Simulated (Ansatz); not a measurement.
Cell and atoms:

```
Ag
1.0
     3.22853    0.00000    0.00000
     0.00000    3.22853    0.00000
     0.00000    0.00000    3.22853
Ag
2
Direct
  0.00000 0.00000 0.00000
  0.50000 0.50000 0.50000
```

What would you see if this were drawn?

Answer. The element is silver. Space group Im-3m (No. 229), lattice body-centred cubic. The arrangement is known as body-centred cubic (W type). The cell holds two atoms. Each Ag is bonded to eight Ag in a cubic arrangement at 2.80 Å. The bonds build a three-dimensional framework.

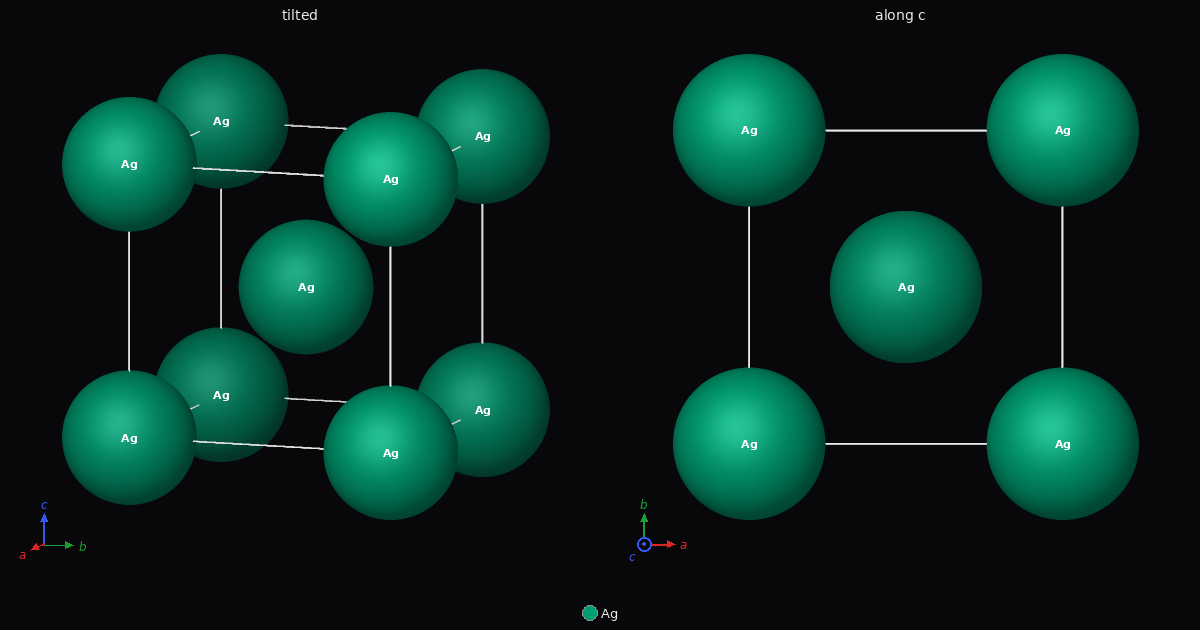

The figure gives a spheres-only picture of the atoms, viewed slightly off an axis and along the c axis. The frame is the conventional unit cell; atoms at its boundary are shown with their periodic copies.

The initial geometry was a structure listed in the Materials Project. The cell was then strained or its atoms displaced on purpose. It was run through Ansatz as a DFT input.

At this level of theory the cell isn't at rest (compressed, at 7 GPa), so its distances can differ from those at equilibrium, the more so the softer the solid.
